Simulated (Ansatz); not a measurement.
# Run report: InP, geometry relaxation (part 3 of 3)

Continued. System: InP (slab, 16 atoms in the cell). Method: DFT PBE+D3(BJ), scalar-relativistic, plane waves, PAW, no spin polarisation (Ansatz 0.2.0); cutoff 420 eV, 2×3×1 k-mesh, Gaussian smearing of 0.05 eV. The structure derives from an entry of the Crystallography Open Database. The input holds or restrains some coordinates. Forces given for the steps count only the free coordinates. It belongs to a series of runs on one base structure; here: clean slab, lower planes held.

Geometry of the input (Å; fractional positions):
```
8.3348  0.0000  0.0000
0.0000  5.8936  0.0000
0.0000  0.0000  22.2511
In 0.2500  0.5000  0.3595
In 0.7500  0.5000  0.3595
P  0.5000  0.2500  0.3595
P  0.0000  0.2500  0.3595
In 0.5000  0.0000  0.4532
In 0.0000  0.0000  0.4532
P  0.7500  0.7500  0.4532
P  0.2500  0.7500  0.4532
In 0.7500  0.5000  0.5468
In 0.2500  0.5000  0.5468
P  0.0000  0.2500  0.5468
P  0.5000  0.2500  0.5468
In 0.0000  0.0000  0.6405
In 0.5000  0.0000  0.6405
P  0.2500  0.7500  0.6405
P  0.7500  0.7500  0.6405
```

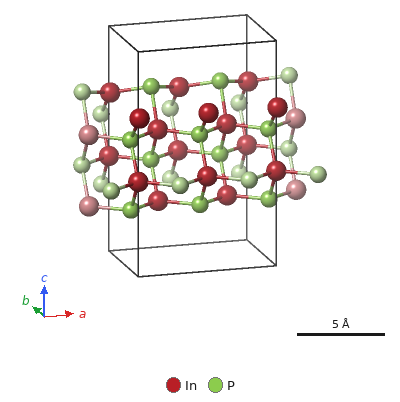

The geometry at step 3 of the log (ball-and-stick view of the cell of the calculation, with the vacuum cut short, seen slightly off an axis; neighbours outside the cell are drawn fainter).

### Output, continued
```
  k-point 1: bands = ["-14.9381", "-14.9143", "-14.8685", "-14.8613", "-14.8520", "-14.8455", "-14.8448", "-14.8334", "-14.8051", "-14.7881", "-14.7773", "-14.7644", "-14.7640", "-14.7626", "-14.7432", "-14.7259", "-14.7099", "-14.7082", "-14.7009", "-14.6737", "-14.6625", "-14.6612", "-14.6470", "-14.6420", "-14.6339", "-14.6336", "-14.6271", "-14.6073", "-14.6004", "-14.5858", "-14.5845", "-14.5788", "-14.5714", "-14.5633", "-14.5540", "-14.5429", "-14.4989", "-14.4794", "-14.4771", "-14.4528", "-11.1746", "-10.4439", "-10.1764", "-10.0444", "-9.9927", "-9.8200", "-9.4152", "-9.1757", "-6.0300", "-5.8321", "-5.7213", "-5.6223", "-5.6055", "-5.2852", "-4.4252", "-3.3464", "-3.0546", "-2.9876", "-2.7798", "-2.5867", "-2.3042", "-2.1337", "-2.0846", "-1.9005", "-1.8640", "-1.5815", "-1.4019", "-1.2338", "-1.2154", "-1.0220", "-0.7637", "-0.6384", "0.3561", "0.4245", "1.2200", "1.2980", "1.4637", "1.9981", "2.2019", "2.2395", "2.3928", "2.6816", "2.7689", "3.2016", "3.2514", "3.7715", "3.8161", "3.9473"]
  k-point 2: bands = ["-14.9246", "-14.9246", "-14.8663", "-14.8663", "-14.8587", "-14.8587", "-14.8290", "-14.8290", "-14.8004", "-14.8004", "-14.7863", "-14.7863", "-14.7639", "-14.7639", "-14.7244", "-14.7244", "-14.7080", "-14.7080", "-14.6711", "-14.6711", "-14.6604", "-14.6604", "-14.6481", "-14.6481", "-14.6382", "-14.6382", "-14.6034", "-14.6034", "-14.5865", "-14.5865", "-14.5803", "-14.5803", "-14.5639", "-14.5639", "-14.5610", "-14.5610", "-14.4907", "-14.4907", "-14.4671", "-14.4671", "-11.1119", "-11.1119", "-10.2388", "-10.2388", "-9.5247", "-9.5247", "-9.3037", "-9.3037", "-5.9263", "-5.9263", "-5.4585", "-5.4585", "-4.4636", "-4.4636", "-3.5240", "-3.5240", "-3.3961", "-3.3961", "-2.9154", "-2.9154", "-2.8112", "-2.8112", "-2.5696", "-2.5696", "-1.9508", "-1.9508", "-1.8160", "-1.8160", "-1.3092", "-1.3092", "-0.7221", "-0.7221", "0.5392", "0.5392", "1.5624", "1.5624", "2.0079", "2.0079", "2.5264", "2.5264", "2.8020", "2.8020", "3.0336", "3.0336", "3.5245", "3.5245", "3.8121", "3.8121"]
  k-point 3: bands = ["-14.9229", "-14.9229", "-14.8587", "-14.8587", "-14.8494", "-14.8494", "-14.8306", "-14.8306", "-14.7894", "-14.7894", "-14.7842", "-14.7842", "-14.7672", "-14.7672", "-14.7276", "-14.7276", "-14.7120", "-14.7120", "-14.6752", "-14.6752", "-14.6608", "-14.6608", "-14.6528", "-14.6528", "-14.6417", "-14.6417", "-14.6127", "-14.6127", "-14.5939", "-14.5939", "-14.5834", "-14.5834", "-14.5712", "-14.5712", "-14.5547", "-14.5547", "-14.4897", "-14.4897", "-14.4668", "-14.4668", "-10.7820", "-10.7820", "-10.1367", "-10.1367", "-9.8673", "-9.8673", "-9.5165", "-9.5165", "-5.6371", "-5.6371", "-5.4346", "-5.4346", "-4.8381", "-4.8381", "-4.3305", "-4.3305", "-3.1831", "-3.1831", "-3.0718", "-3.0718", "-2.5128", "-2.5128", "-2.1561", "-2.1561", "-1.9469", "-1.9469", "-1.6071", "-1.6071", "-1.2041", "-1.2041", "-0.6368", "-0.6368", "0.4994", "0.4994", "1.6166", "1.6166", "2.1138", "2.1138", "2.6032", "2.6032", "3.0457", "3.0457", "3.6699", "3.6699", "3.8917", "3.8917", "4.2100", "4.2100"]
--- Relaxed structure (5 steps of the walk, 5 accepted, 0 SCFs on fresh bases) ---
  F+E_penalty+E_count = -50830.62242408 eV   max|allowed force component| = 1.274e-2 eV/Å
  atoms:
    - { symbol: In, position: [0.25000000000000006, 0.5, 0.35953286810000007] }
    - { symbol: In, position: [0.7500000000000001, 0.5, 0.35953286810000007] }
    - { symbol: P, position: [0.5000000000000001, 0.25, 0.35953286810000007] }
    - { symbol: P, position: [0.0, 0.25, 0.35953286810000007] }
    - { symbol: In, position: [0.5000000000000001, 0.0, 0.45317762270000006] }
    - { symbol: In, position: [0.0, 0.0, 0.45317762270000006] }
    - { symbol: P, position: [0.7500000000000001, 0.75, 0.45317762270000006] }
    - { symbol: P, position: [0.25000000000000006, 0.75, 0.45317762270000006] }
    - { symbol: In, position: [0.7500000000000001, 0.503713431777764, 0.5516058029577176] }
    - { symbol: In, position: [0.25000000000000006, 0.503713431777764, 0.5516058029577176] }
    - { symbol: P, position: [4.621422198979755e-35, 0.254937606047361, 0.5475314605043484] }
    - { symbol: P, position: [0.5000000000000001, 0.254937606047361, 0.5475314605043484] }
    - { symbol: In, position: [4.6033697685149906e-35, -0.061155469617196756, 0.623481570373972] }
    - { symbol: In, position: [0.5000000000000001, -0.061155469617196756, 0.623481570373972] }
    - { symbol: P, position: [0.25000000000000006, 0.722308345721508, 0.651747944827901] }
    - { symbol: P, position: [0.7500000000000001, 0.722308345721508, 0.651747944827901] }
```

### Trajectory as extended XYZ (Å, eV, eV/Å), 5 frames, from step=1 to step=5
```
16
Lattice="8.3348 0.0000 0.0000 0.0000 5.8936 0.0000 0.0000 0.0000 22.2511" Properties=species:S:1:pos:R:3:forces:R:3 step=1 energy=-50829.63513
In    2.0837    2.9468    8.0000    0.0000  -0.8309   1.0033
In    6.2511    2.9468    8.0000    0.0000  -0.8309   1.0033
P     4.1674    1.4734    8.0000    0.0000   0.2010  -0.9985
P     0.0000    1.4734    8.0000    0.0000   0.2010  -0.9985
In    4.1674    0.0000   10.0837    0.0000   0.1001  -0.0299
In    0.0000    0.0000   10.0837    0.0000   0.1001  -0.0299
P     6.2511    4.4202   10.0837    0.0000   0.5296  -0.4361
P     2.0837    4.4202   10.0837    0.0000   0.5296  -0.4361
In    6.2511    2.9468   12.1674    0.0000   0.1002   0.0298
In    2.0837    2.9468   12.1674    0.0000   0.1002   0.0298
P     0.0000    1.4734   12.1674    0.0000   0.5296   0.4366
P     4.1674    1.4734   12.1674    0.0000   0.5296   0.4366
In    0.0000    0.0000   14.2511    0.0000  -0.8307  -1.0032
In    4.1674    0.0000   14.2511    0.0000  -0.8307  -1.0032
P     2.0837    4.4202   14.2511    0.0000   0.2009   0.9985
P     6.2511    4.4202   14.2511    0.0000   0.2009   0.9985
16
Lattice="8.3348 0.0000 0.0000 0.0000 5.8936 0.0000 0.0000 0.0000 22.2511" Properties=species:S:1:pos:R:3:forces:R:3 step=2 energy=-50830.31491
In    2.0837    2.9468    8.0000    0.0000  -0.9196   1.0335
In    6.2511    2.9468    8.0000    0.0000  -0.9196   1.0335
P     4.1674    1.4734    8.0000    0.0000   0.2376  -1.0710
P     0.0000    1.4734    8.0000    0.0000   0.2376  -1.0710
In    4.1674    0.0000   10.0837    0.0000   0.3753   0.2123
In    0.0000    0.0000   10.0837    0.0000   0.3753   0.2123
P     6.2511    4.4202   10.0837    0.0000   0.5735  -0.3378
P     2.0837    4.4202   10.0837    0.0000   0.5735  -0.3378
In    6.2511    2.9973   12.2068    0.0000   0.1419   0.2747
In    2.0837    2.9973   12.2068    0.0000   0.1419   0.2747
P     0.0000    1.5423   12.1888    0.0000   0.0085   0.0934
P     4.1674    1.5423   12.1888    0.0000   0.0085   0.0934
In    0.0000   -0.1264   14.1027    0.0000  -0.3588  -0.6442
In    4.1674   -0.1264   14.1027    0.0000  -0.3588  -0.6442
P     2.0837    4.3796   14.3976    0.0000  -0.0583   0.4395
P     6.2511    4.3796   14.3976    0.0000  -0.0583   0.4395
16
Lattice="8.3348 0.0000 0.0000 0.0000 5.8936 0.0000 0.0000 0.0000 22.2511" Properties=species:S:1:pos:R:3:forces:R:3 step=3 energy=-50830.58490
In    2.0837    2.9468    8.0000    0.0000  -0.9698   1.0545
In    6.2511    2.9468    8.0000    0.0000  -0.9698   1.0545
P     4.1674    1.4734    8.0000    0.0000   0.2606  -1.1198
P     0.0000    1.4734    8.0000    0.0000   0.2606  -1.1198
In    4.1674    0.0000   10.0837    0.0000   0.4538   0.2005
In    0.0000    0.0000   10.0837    0.0000   0.4538   0.2005
P     6.2511    4.4202   10.0837    0.0000   0.4905  -0.1575
P     2.0837    4.4202   10.0837    0.0000   0.4905  -0.1575
In    6.2511    3.0215   12.2616    0.0000  -0.0160   0.1817
In    2.0837    3.0215   12.2616    0.0000  -0.0160   0.1817
P     0.0000    1.5521   12.1830    0.0000  -0.0621  -0.0271
P     4.1674    1.5521   12.1830    0.0000  -0.0621  -0.0271
In    0.0000   -0.2457   13.9487    0.0000  -0.1468  -0.1771
In    4.1674   -0.2457   13.9487    0.0000  -0.1468  -0.1771
P     2.0837    4.3283   14.4953    0.0000  -0.0098   0.0450
P     6.2511    4.3283   14.4953    0.0000  -0.0098   0.0450
16
Lattice="8.3348 0.0000 0.0000 0.0000 5.8936 0.0000 0.0000 0.0000 22.2511" Properties=species:S:1:pos:R:3:forces:R:3 step=4 energy=-50830.62152
In    2.0837    2.9468    8.0000    0.0000  -0.9667   1.0750
In    6.2511    2.9468    8.0000    0.0000  -0.9667   1.0750
P     4.1674    1.4734    8.0000    0.0000   0.2534  -1.1285
P     0.0000    1.4734    8.0000    0.0000   0.2534  -1.1285
In    4.1674    0.0000   10.0837    0.0000   0.3729   0.0762
In    0.0000    0.0000   10.0837    0.0000   0.3729   0.0762
P     6.2511    4.4202   10.0837    0.0000   0.3311   0.0094
P     2.0837    4.4202   10.0837    0.0000   0.3311   0.0094
In    6.2511    2.9719   12.2868    0.0000   0.0016  -0.0607
In    2.0837    2.9719   12.2868    0.0000   0.0016  -0.0607
P     0.0000    1.5052   12.1826    0.0000   0.0051   0.0131
P     4.1674    1.5052   12.1826    0.0000   0.0051   0.0131
In    0.0000   -0.3585   13.8711    0.0000   0.0102   0.0081
In    4.1674   -0.3585   13.8711    0.0000   0.0102   0.0081
P     2.0837    4.2647   14.5095    0.0000  -0.0074   0.0073
P     6.2511    4.2647   14.5095    0.0000  -0.0074   0.0073
16
Lattice="8.3348 0.0000 0.0000 0.0000 5.8936 0.0000 0.0000 0.0000 22.2511" Properties=species:S:1:pos:R:3:forces:R:3 step=5 energy=-50830.62242
In    2.0837    2.9468    8.0000    0.0000  -0.9663   1.0749
In    6.2511    2.9468    8.0000    0.0000  -0.9663   1.0749
P     4.1674    1.4734    8.0000    0.0000   0.2505  -1.1281
P     0.0000    1.4734    8.0000    0.0000   0.2505  -1.1281
In    4.1674    0.0000   10.0837    0.0000   0.3722   0.0810
In    0.0000    0.0000   10.0837    0.0000   0.3722   0.0810
P     6.2511    4.4202   10.0837    0.0000   0.3431  -0.0274
P     2.0837    4.4202   10.0837    0.0000   0.3431  -0.0274
In    6.2511    2.9687   12.2738    0.0000   0.0046  -0.0127
In    2.0837    2.9687   12.2738    0.0000   0.0046  -0.0127
P     0.0000    1.5025   12.1832    0.0000   0.0021   0.0059
P     4.1674    1.5025   12.1832    0.0000   0.0021   0.0059
In    0.0000   -0.3604   13.8731    0.0000  -0.0086   0.0025
In    4.1674   -0.3604   13.8731    0.0000  -0.0086   0.0025
P     2.0837    4.2570   14.5021    0.0000   0.0023   0.0040
P     6.2511    4.2570   14.5021    0.0000   0.0023   0.0040
```

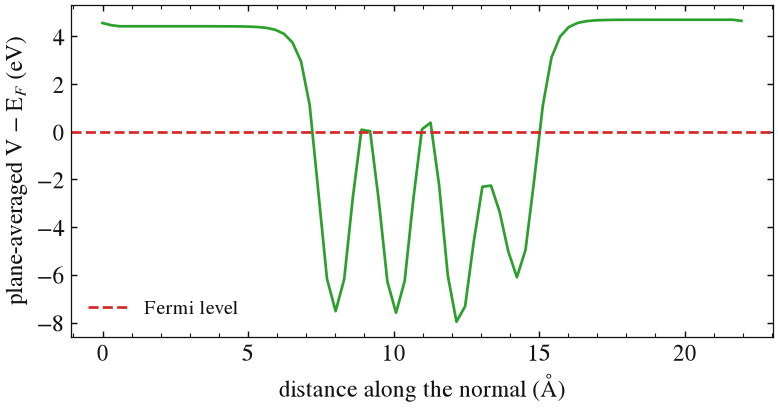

Plane average of the electrostatic potential energy of an electron across the cell, from the Fermi level. The vacuum level lies 4.70 eV above the Fermi level on the upper side and 4.43 eV on the lower.

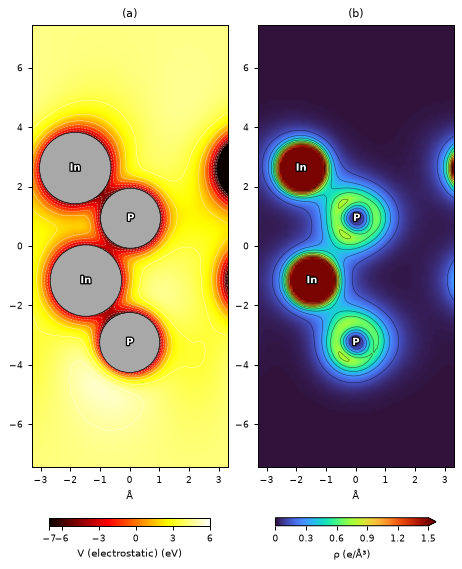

(a) electrostatic potential (local pseudopotential plus Hartree) felt by an electron; (b) valence pseudo-density on the (100) plane of the calculation cell, a cut from vacuum to vacuum. Grey discs, where drawn, cover atomic cores. Atoms in the plane: P and In. In–P (2.52 Å): ρ at the midpoint is about 0.47 e/Å³. In–P (2.55 Å): ρ is about 0.42 e/Å³ halfway. The density dies away to nearly zero in the vacuum. The fields are those of the smooth PAW valence density.

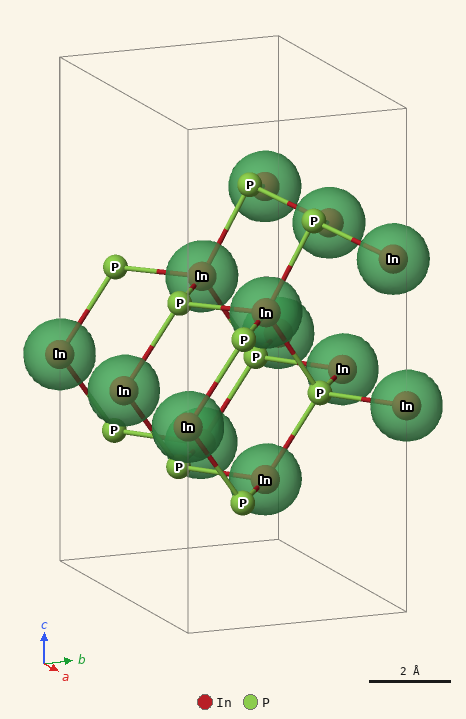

Isosurface of the valence pseudo-density at 0.8 e/Å³ (green), seen slightly off an axis. Sticks mark near contacts. At this value the density breaks into separate islands; it holds about 50 % of the electrons treated as valence (semicore included). It is pinched off along the In–P (2.52 Å), In–P (2.57 Å) and In–P (2.63 Å) contacts. On the grid the lowest density along these lines, outside the cores, is 0.47 e/Å³ (In–P, 2.52 Å), 0.42 e/Å³ (In–P, 2.57 Å) and 0.38 e/Å³ (In–P, 2.63 Å).

### Key numbers

```tsv
quantity	value
outcome	converged under the restraints of the input
electrons treated	144
free energy	−50830.6224 eV
work function, top face	4.70 eV
work function, bottom face	4.43 eV
Fermi energy	−0.192 eV
gap on the k-point mesh	0.74 eV
final volume	1093.01 Å³
work function (upper face)	4.70 eV
largest force (length of the vector) at the end, held atoms and coordinates included	1.445 eV/Å
wall time	49 s (CPU time 2.6 min)
peak memory	1.8 GiB
```

Warnings of the run: the exchange-correlation potential is rough where the density is thin.
